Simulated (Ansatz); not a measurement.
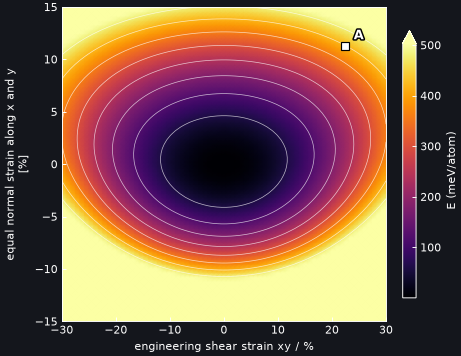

Si (Cmcm, No. 63; 12 atoms in the cell). The energy is mapped over two homogeneous strains (x along [1 0 0], y along [0 1 0], z along [0 0 1] of the conventional cell). First axis: engineering shear strain xy. Second axis: equal normal strain along x and y. Nothing is relaxed (fractional coordinates fixed). Grid: 9 × 9 points; 45 points were computed and 36 follow by symmetry. Points are written as (first, second). Energies: meV/atom, counted from the lowest grid point. The band gap closes in part of the range. All numbers below come from DFT LDA, scalar-relativistic, plane waves, PAW in Ansatz. Settings: cutoff 420 eV, k-mesh 10×10×4 in the order of the run's cell vectors, gaussian smearing 0.03 eV, no spin polarisation.

Drawn: a smooth colour map with a few white contour lines, one colour for all values above the top of the scale, the point A. Between grid points the surface is interpolated.

Which way does the force act at A, and how strong is it?

A, at (22.5 %, 11.25 %), is not a stationary point. The computed force is 10 meV/atom for each 1 % towards smaller values of engineering shear strain xy and 37 meV/atom for each 1 % towards smaller values of the second coordinate.

PAW datasets: the set soft_1.
